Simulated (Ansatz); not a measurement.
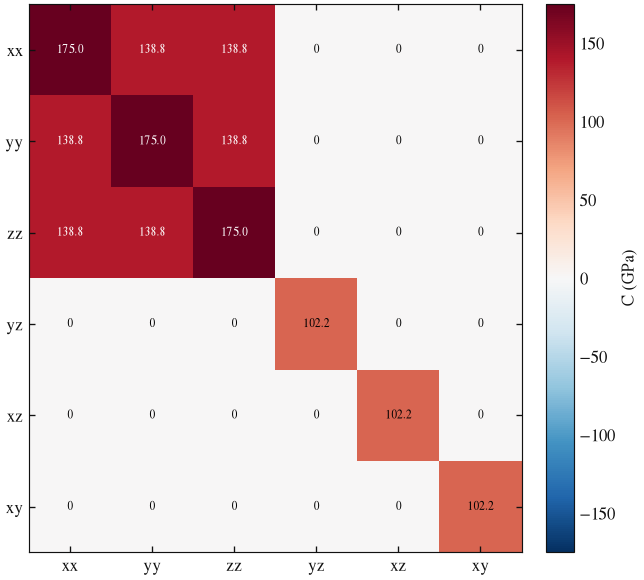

Computed with Ansatz 0.2.0: elastic stress-strain coefficients at zero temperature from small strains of the given cell, Voigt order xx yy zz yz xz xy, Cartesian axes of the cell vectors; plane waves with PAW datasets, Γ-centred k mesh. Level: r2SCAN, no spin polarisation.

wave cutoff 500 eV; k mesh 12×12×12; occupations Fermi–Dirac; smearing width 0.15 eV; ions relaxed; strain amplitude 0.005.

The given structure:
```xyz
4
Lattice="3.6423 0.0000 0.0000 0.0000 3.6423 0.0000 0.0000 0.0000 3.6423" Properties=species:S:1:pos:R:3 pbc="T T T"
Al    0.0000    0.0000    0.0000
Cu    1.8211    1.8211    0.0000
Cu    1.8211    0.0000    1.8211
Cu    0.0000    1.8211    1.8211
```

Figure. Stiffness matrix in Voigt order for AlCu₃, space group Pm-3m (No. 221).

All six eigenvalues of the matrix are positive (the least is 36.2 GPa), so the crystal is mechanically stable. Over all directions E runs from 52 to 250 GPa, a ratio of 4.8, a strong anisotropy. E is 52 GPa along x, y and z alike, and 250 GPa along the body diagonal x + y + z. The Hill averages are K = 151 GPa and G = 52 GPa, Poisson's ratio 0.34; K/G = 2.89, above Pugh's empirical 1.75, a sign of ductile behaviour in a metal.

Caveats: metal sensitive to the k mesh.

Input file:
```
crystal:
  lattice:
    - [3.6422622414, 0.0, 0.0]
    - [0.0, 3.6422622414, 0.0]
    - [0.0, 0.0, 3.6422622414]
  atoms:
    - { symbol: Al, position: [0.0, 0.0, 0.0] }
    - { symbol: Cu, position: [0.5, 0.5, 0.0] }
    - { symbol: Cu, position: [0.5, 0.0, 0.5] }
    - { symbol: Cu, position: [0.0, 0.5, 0.5] }
basis:
  ecutwfc: 500
kpoints:
  mp_grid: { grid: [12, 12, 12] }
hamiltonian:
  xc: r2scan
scf:
  occupations: { method: fermi_dirac, width: 0.15 }
output:
  forces: true
  stress: true
  eigenvalues: true
elastic:
  mode: relaxed_ion
  amplitude: 0.005
  stencil: two_point
```

Launched with:
```bash
ansatz run input.yaml --threads 1 --pin off --max-ram 3072MiB --backend cpu --events-out ev --progress --plain --runs-dir out
```
